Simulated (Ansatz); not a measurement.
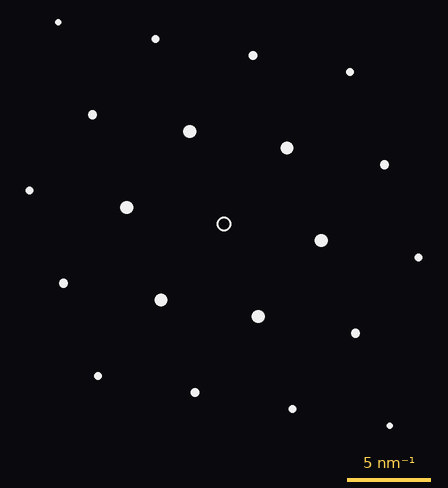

Computed electron diffraction pattern, 100 kV, single scattering only, B = 0.5 Å².

Candidate phases (model or computed cells):
A. Ce, space group Fm-3m (No. 225), a = 4.755 Å
B. Zr, space group Fd-3m (No. 227), a = 6.46 Å
C. Ru, space group Fd-3m (No. 227), a = 5.45 Å
D. Lu, space group Pm-3m (No. 221), a = 3.249 Å

Which candidate gives this pattern, and along which zone?

Candidate A (Ce), along [111] or an equivalent direction. The spots form a hexagonal net with both shortest vectors at d = 1.68 Å, 60.0° apart. They index as -2 2 0 and -2 0 2; no zone of the other candidates with indices up to 3 has this net.
